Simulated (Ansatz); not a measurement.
## Electronic structure of Cd$_{3}$S$_{5}$ in real space

Input file:

```
crystal:
  lattice:
    - [5.0401187344, 0.0, 0.0]
    - [0.0594972479, 6.9771320572, 0.0]
    - [1.6696827021, 3.4250844547, 5.8848245155]
  atoms:
    - { symbol: Cd, position: [0.4797616468, 0.3380876203, 0.0012161979] }
    - { symbol: Cd, position: [0.4525383037, 0.6530265686, 0.3430563787] }
    - { symbol: Cd, position: [0.5053948028, 0.9924735809, 0.663618816] }
    - { symbol: S, position: [0.1590349014, 0.316560017, 0.3691604063] }
    - { symbol: S, position: [0.7750498184, 0.3575140488, 0.297005271] }
    - { symbol: S, position: [0.8127410481, 0.6789396919, 0.631719497] }
    - { symbol: S, position: [0.1928706114, 0.6568759467, 0.7115029386] }
    - { symbol: S, position: [0.6226088674, 0.0065225258, 0.9827204945] }
basis:
  ecutwfc: 420
kpoints:
  mp_grid: { grid: [6, 6, 6] }
hamiltonian:
  xc: pbe
scf:
  occupations: { method: gaussian, width: 0.02 }
output:
  forces: true
  stress: true
  eigenvalues: true
  write_density: true
  write_potential: true
  elf: true
  volumetric_format: npy
relax:
  adjacent_minimum: "off"
  f_tol: 0.01
  max_steps: 80
  cell: { stress_tol: 0.05 }
```

Run with:

```sh
ansatz run input.yaml --threads 1 --pin off --max-ram 2560MiB --backend cpu --events-out ev --progress --plain --runs-dir out
```

Below, planes, directions and counts refer to the conventional cell (a = 5.04 Å, b = 6.97 Å, c = 7.03 Å, α = 119.28°, β = 103.49°, γ = 91.32°).

The fields are those of the run's last geometry, not of the input's.

Space group P1; a generated structure, not necessarily the stable one; changed on purpose from its base cell (the structure that the rattled cell fell into).

Level of theory: Ansatz 0.2.0, DFT PBE, scalar-relativistic, plane waves, PAW.

In a PAW calculation such maps are meaningful between the atoms, not at the nuclei.

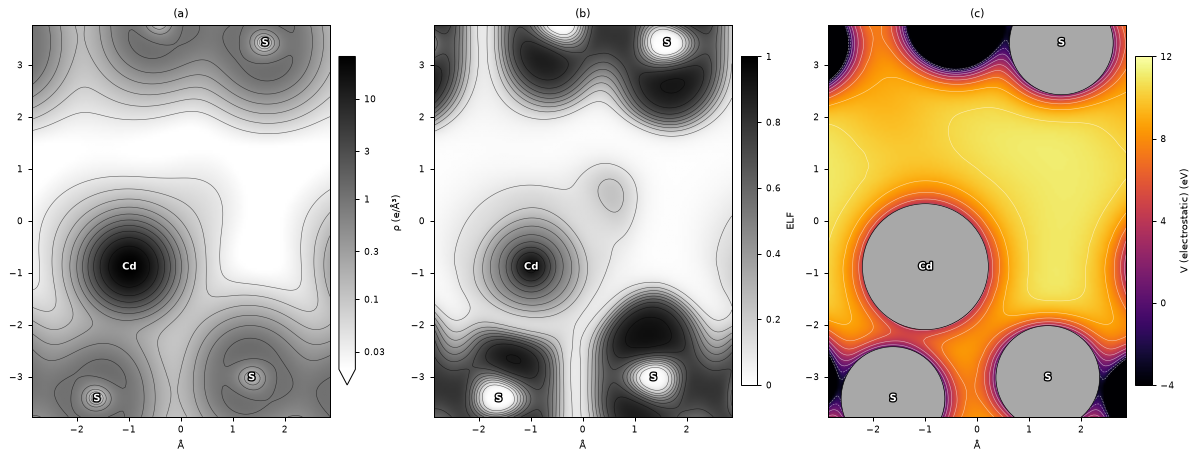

Figure 1. (a) valence charge density (pseudo); (b) ELF; (c) electrostatic potential (local pseudopotential plus Hartree) felt by an electron on the (011̄) plane of the conventional cell. Grey discs cover the atomic cores in the potential map.

What do the fields say about this system?

The section cuts through Cd and S sites.
Cd–S (2.61 Å): ρ at the midpoint is about 0.37 e/Å³; the ELF peaks at about 0.90 in the valence shell of S, 0.8 Å from its nucleus, and drops to about 0.15 between the two atoms.
Between the atoms the lowest density in this plane is 0.01 e/Å³.
The features right at Cd lie inside the PAW spheres, where the map follows smoothed inner orbitals and isn't to be read closely.
Outside the cores the potential energy rises away from the atoms and is highest about 2.2 Å from the nearest atoms; its zero is arbitrary.

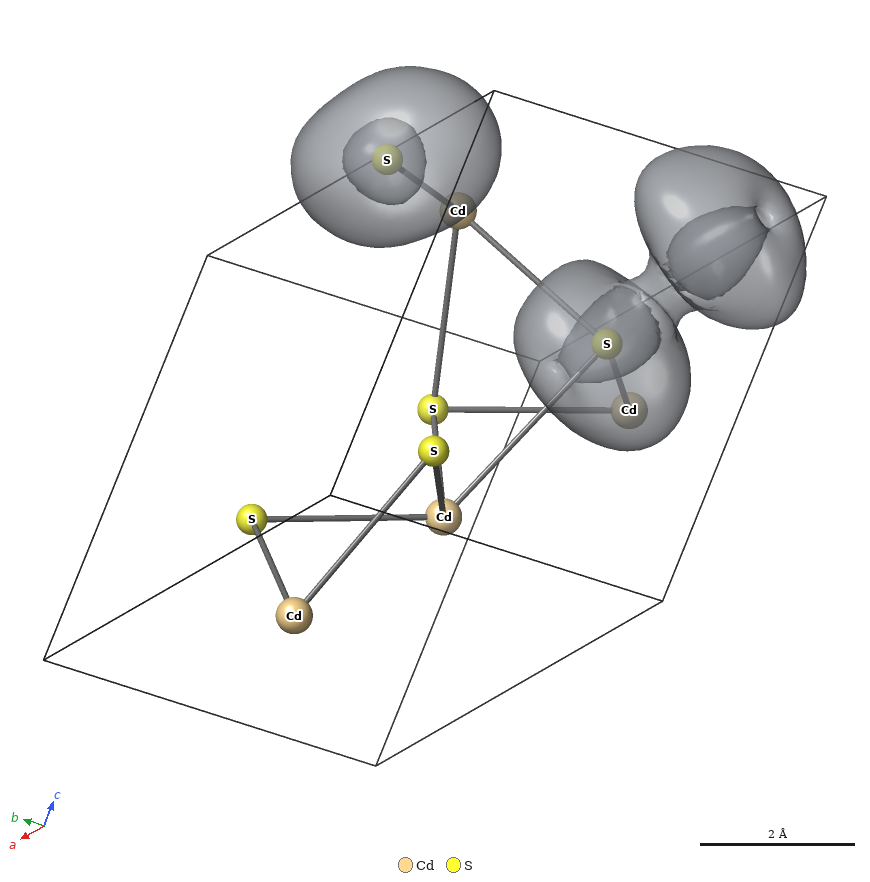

Figure 2. Isosurface of the electron localisation function at 0.7 (grey), seen at an oblique angle. Only the valence region is drawn (cores and ρ < 0.01 e/Å³ removed). Sticks mark near contacts.

Describe the localisation domains.

At this value the surface marks out two regions between bonded S–S atoms (shared pairs) and one region wrapped around S (its valence shell), counted in one cell of 8 atoms. Regions shared between cells count once. Along the contacts the grid gives the following. S–S (2.10 Å): the ELF peaks at about 0.80 between the atoms (a shared electron pair). Cd–S (2.47 Å): the ELF peaks at about 0.85 in the valence shell of S, 0.8 Å from its nucleus, and is about 0.35 at the midpoint.

Does the calculation give a band gap?

It is gapped, with a Kohn–Sham gap of 0.70 eV on the k-point mesh, an upper bound to the gap of this method.
